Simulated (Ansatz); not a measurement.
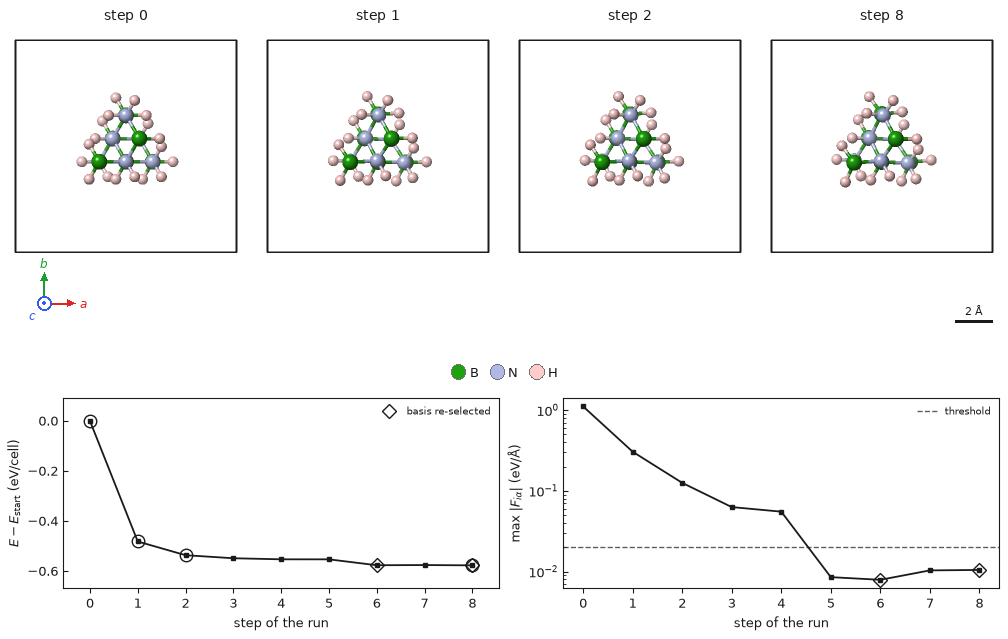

Frames of a relaxation of a wire of composition BH₃N, marked on the history of the run. The picture is a ball-and-stick view of the cell of the calculation, with the vacuum cut short, seen along the c axis.

Case: wire along [1 1 1], 12 atoms a period, capped with H.

These are results of DFT PBE, scalar-relativistic, plane waves, PAW (Ansatz), not measurements. (plane-wave cutoff 420 eV; k-point mesh 1 × 1 × 6; occupations gaussian; smearing width 0.05 eV; no spin polarisation; cell relaxed at fixed a, b, alpha, beta, gamma; force threshold 0.02 eV/Å; at most 45 steps)

What happens along the run?

The largest moves relative to the centre of the atoms, 0.20 Å, are those of H atoms. Largest moves by element: H 0.20 Å, N 0.09 Å, B 0.08 Å. Along the periodic axis the drawn cell goes c 6.278 → 6.443 Å (+2.6 %). Some distances before and after: B–N 1.570 → 1.603 Å, B–H 1.190 → 1.220 Å, B–N 1.570 → 1.581 Å, H–N 1.020 → 1.027 Å. Among the angles between lasting bonds that change: B–N–B 109.5° → 115.4°, B–N–B 109.5° → 114.3°, H–N–H 109.5° → 105.2°. The energy falls by 0.577 eV per cell of the calculation in 6 accepted moves (8 points after the start). The largest force component goes from 1.1 to 0.01 eV/Å. The SCF was repeated twice at an unchanged geometry on a basis and grid sized afresh for the cell, which shifted the energy by 23.5 meV per cell of the calculation at most. From step 0 to 1: H atoms move most (0.14 Å), energy −0.482 eV per cell of the calculation. From step 1 to 2: H atoms move most (0.05 Å), energy −54.8 meV per cell of the calculation. From step 2 to 8: H atoms move most (0.08 Å), energy −40.5 meV per cell of the calculation.

```tsv
step	E − E(0), meV/atom	largest force component, eV/Å	note
0	0.00	1.1135	
1	-16.06	0.3059	
2	-17.89	0.1258	
3	-18.30	0.0630	
4	-18.44	0.0553	
5	-18.44	0.0085	
6	-19.23	0.0079	same geometry, new basis
7	-19.20	0.0104	
8	-19.24	0.0105	same geometry, new basis
```
